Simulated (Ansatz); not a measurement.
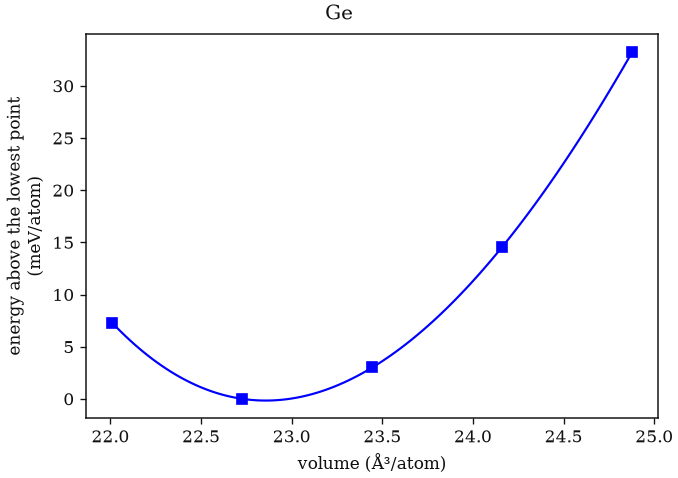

The figure shows the energy above the lowest point against volume for Ge, space group Fd-3m (No. 227) (one of a set of cubic test structures, which need not be the stable phase).

Computed with Ansatz 0.2.0 development build: equation of state of a cubic crystal from periodic Kohn-Sham density functional theory without spin, third-order Birch-Murnaghan fit to the free energies; pressure corrected for the finite basis. Level: r2SCAN.

- structure type: diamond
- atoms in cell: 2
- space group number: 227
- lattice centring: face-centred primitive
- k mesh: 10×10×10
- occupation method: Fermi–Dirac
- occupation width: 0.1 eV
- wave cutoff: 700 eV
- datasets: hard PAW
- density tolerance: 1e−09 eV
- bands: 18
- density cutoff ratio: 4
- search for lower states: default
- xc grid level: 2

From this curve and the settings, what does the calculation give for the pressure at the same points?

The pressure falls from 2.937 GPa at volume 22.01 Å³/atom to −4.883 GPa at 24.88 Å³/atom, and changes sign near 22.87 Å³/atom.

```csv
volume (Å³/atom),pressure (GPa)
22.01,2.937
22.73,0.410
23.44,-1.685
24.16,-3.425
24.88,-4.883
```

Limits of the calculation: pseudopotentials made with PBE, not this functional.
